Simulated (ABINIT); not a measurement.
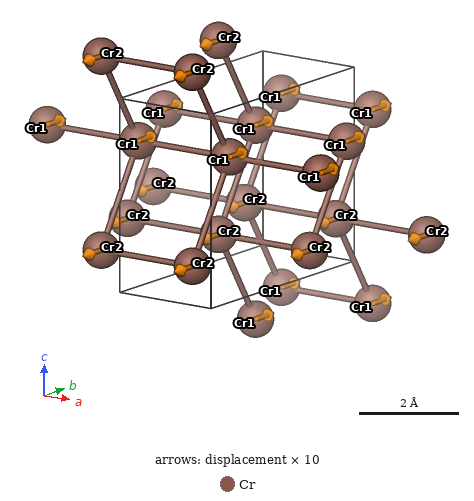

This is a relaxation of crystalline Cr (set up in Cmcm). The starting structure is drawn; orange arrows show the displacements (the part carried along by the change of the cell is left out), magnified 10 times.

The picture is a ball-and-stick view of the conventional cell (2 times the calculation's cell), seen from a free direction. Lengths and directions refer to the drawn axes.

The run lets cell and atoms move.

Method: Kohn-Sham DFT of a periodic cell, PBEsol, JTH PAW PBE v2.0 (ABINIT).

Input
```
# Pseudopotentials
pp_dirpath "./"
pseudos "Cr.GGA_PBE-JTH.xml"

# Structure
acell 3*1.0 Angstrom
rprim
     1.1470505050    -2.4670251200     0.0000000000
     1.1470505050     2.4670251200     0.0000000000
     0.0000000000     0.0000000000     4.0643107400
ntypat 1
znucl 24
natom 2
typat 1 1
xred
     0.8705325800     0.1294674200     0.7500000000
     0.1294674200     0.8705325800     0.2500000000
chkprim 0
chksymtnons 0
tolsym 1.0e-6

# Plane-wave basis
ecut 23.0
pawecutdg 45.0
pawxcdev 0
pawovlp -1

# k points
kptopt 1
ngkpt 8 8 4
nshiftk 1
shiftk 0.0 0.0 0.0

# Exchange and correlation
ixc -116133

# Bands and occupations
nband 20
occopt 3
tsmear 0.05 eV

# Spin
nsppol 2
spinat
     0.0000000000     0.0000000000     3.0000000000
     0.0000000000     0.0000000000     3.0000000000

# SCF cycle
nstep 100
tolvrs 1.0e-9

# Output
iomode 3
prtwf 0
prtden 0
prteig 0
prtebands 0
enunit 1

# Relaxation
ionmov 2
ntime 60
tolmxf 0.0001
optcell 2
dilatmx 1.08
ecutsm 0.5
```

Run as
```bash
mpirun --bind-to none -np 4 abinit run.abi > log 2>&1
```

What happened in the run?

Answer. Over 12 geometry steps the energy falls by 19.2 meV per atom. Largest force component: 0.12 eV/Å at the start, under 0.0001 eV/Å at the end. The pressure goes from −1.98 to 0.00 GPa. The largest moves relative to the cell, 0.066 Å, are those of Cr1 and Cr2. Cr1 goes along +b. Cell: a 2.294 → 2.275 Å (−0.8 %), b 4.934 → 4.742 Å (−3.9 %), c 4.064 → 4.224 Å (+3.9 %). Volume −0.9 %. Near-neighbour distances that change, for instance: Cr1–Cr2 2.400 → 2.512 Å, Cr1–Cr1 2.721 → 2.630 Å, Cr1–Cr1 (another image) 2.294 → 2.275 Å, Cr1–Cr2 (another image) 2.619 → 2.603 Å. The space group stays Cmcm (No. 63).

Limits of the set-up: the k-point mesh is coarse for a cell with partly filled bands; only the magnetic order of this start and cell was tried (total moment 0.0 μB per cell).
